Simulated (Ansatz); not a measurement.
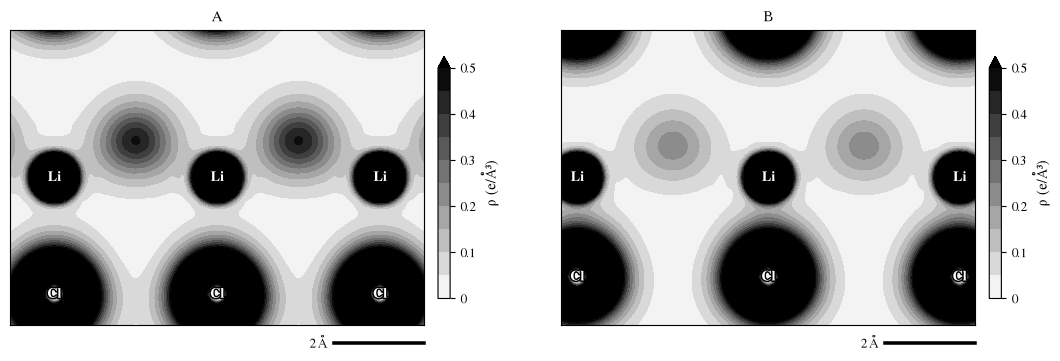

LiCl. The valence electron density of two cells that differ in size and shape, on the (010) plane of each (indices in the axes of the calculation cell), at one length scale and on one colour scale; one has 19.4 and the other 22.8 Å³ an atom.

Level of theory: DFT PBEsol, scalar-relativistic, plane waves, PAW in Ansatz 0.2.0.

### Which panel shows the smaller cell, and what does the compression change?

Panel A is the smaller cell, by 15 % in volume. From the larger cell to the smaller, Li–Cl goes from 2.21 to 2.59 Å, and the density at its midpoint from 0.44 to 0.21 e/Å³; the pressure goes from −1.5 to 2.1 GPa; the Kohn–Sham gap goes from 5.4 eV to 5.6 eV.
